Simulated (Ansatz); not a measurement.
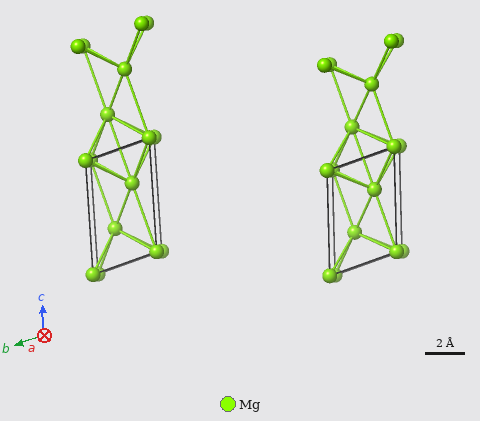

Two geometries of crystalline Mg (set up in I4/mmm), drawn at one scale. One is the start of a relaxation, the other its converged end. The picture is a ball-and-stick view of the cell of the calculation, repeated 1 × 1 × 2 with one cell outlined, seen from a free direction.

Theory: DFT PBE, scalar-relativistic, plane waves, PAW in Ansatz 0.2.0. (plane-wave cutoff 420 eV; k-point mesh 10 × 10 × 10; occupations gaussian; smearing width 0.1 eV; no spin polarisation; cell and atoms relaxed; force threshold 0.015 eV/Å; at most 60 steps)

> Which of the two is the end point?

The left one is the relaxed one. Case: 0 of 3 Mg sites taken by Ba, cell and atoms relaxed. The atoms keep their places relative to the cell (all moves are under 0.005 Å). Cell: a = b 3.671 → 3.491 Å (−4.9 %), c 5.736 → 6.144 Å (+7.1 %), α 108.7° → 106.5°, β 108.7° → 106.5°. Volume −0.5 %. Among the contacts that change: Mg–Mg 3.410 → 3.751 Å, Mg–Mg 3.106 → 3.100 Å. The space group stays I4/mmm (No. 139). After 7 accepted moves (8 points after the start) the energy has fallen by 6.5 meV per atom. All forces vanish by symmetry, so only the cell relaxes. The pressure goes from 0.03 to 0.09 GPa. The SCF was repeated once at an unchanged geometry on a basis and grid sized afresh for the cell, which shifted the energy by 0.1 meV per atom at most.
